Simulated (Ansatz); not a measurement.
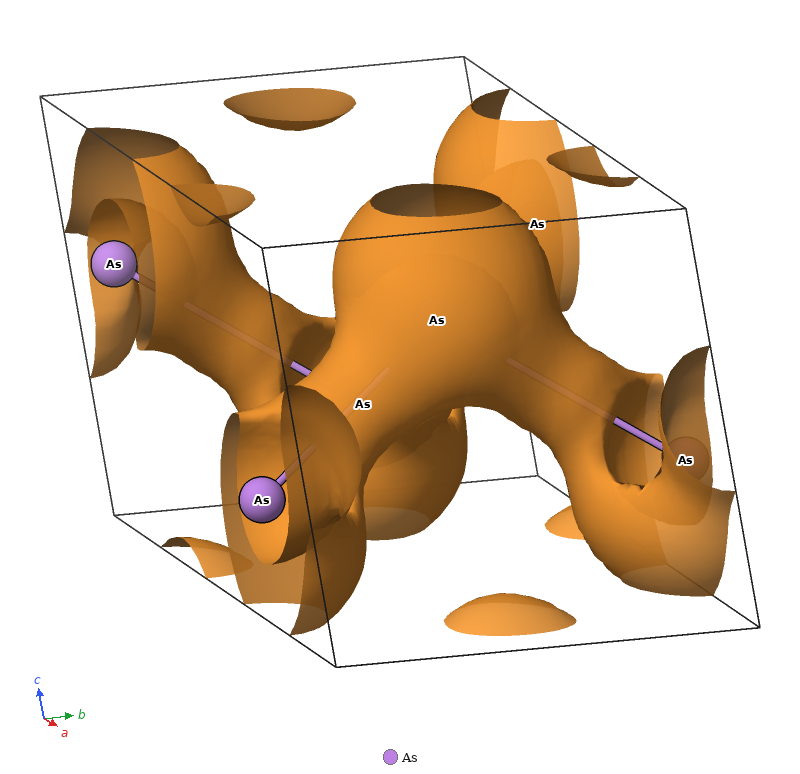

As. Isosurface of the electron localisation function at 0.6 (orange), seen slightly off an axis. Core shells and regions of very low density are left out. Sticks mark near contacts.

Space group C2/m; changed on purpose from its base cell (strain +0.1000 x Voigt [1, -1, 0, 0, 0, 0], atoms carried along); not relaxed (largest force 1.1 eV/Å); computed pressure about 6 GPa in this cell.

These are results of DFT PBE, scalar-relativistic, plane waves, PAW in Ansatz, not measurements.

The calculation's input:

```
crystal:
  lattice:
    - [2.0677244033, 0.9767464698, 3.48577]
    - [-2.0677244033, 0.9767464698, 3.48577]
    - [0.0, -1.9534929395, 3.48577]
  atoms:
    - { symbol: As, position: [0.22754, 0.22754, 0.22754] }
    - { symbol: As, position: [0.77246, 0.77246, 0.77246] }
basis:
  ecutwfc: 420
kpoints:
  mp_grid: { grid: [18, 18, 18] }
hamiltonian:
  xc: pbe
scf:
  occupations: { method: gaussian, width: 0.15 }
output:
  forces: true
  stress: true
  eigenvalues: true
  write_density: true
  write_potential: true
  elf: true
  volumetric_format: npy
```

Run with:

```sh
ansatz run input.yaml --threads 1 --pin off --max-ram 2560MiB --backend cpu --events-out ev --progress --plain --runs-dir out
```

Below, planes, directions and counts refer to the conventional cell (a = 5.86 Å, b = 4.14 Å, c = 4.00 Å, α = 90.00°, β = 119.27°, γ = 90.00°).

Question: Describe the localisation domains.

Answer: At this value the surface marks out sheets that run through the cell in two directions, counted in one cell of 4 atoms. Regions shared between cells count once. There are no localised bonds or lone pairs at this value. Profiles from the grid: As–As (2.33 Å): the ELF peaks at about 0.75 between the atoms. As–As (2.62 Å): the ELF peaks at about 0.70 between the atoms.

Question: Metal or insulator at this level of theory?

Answer: It is metallic or semimetallic at this level of theory: no gap opens.
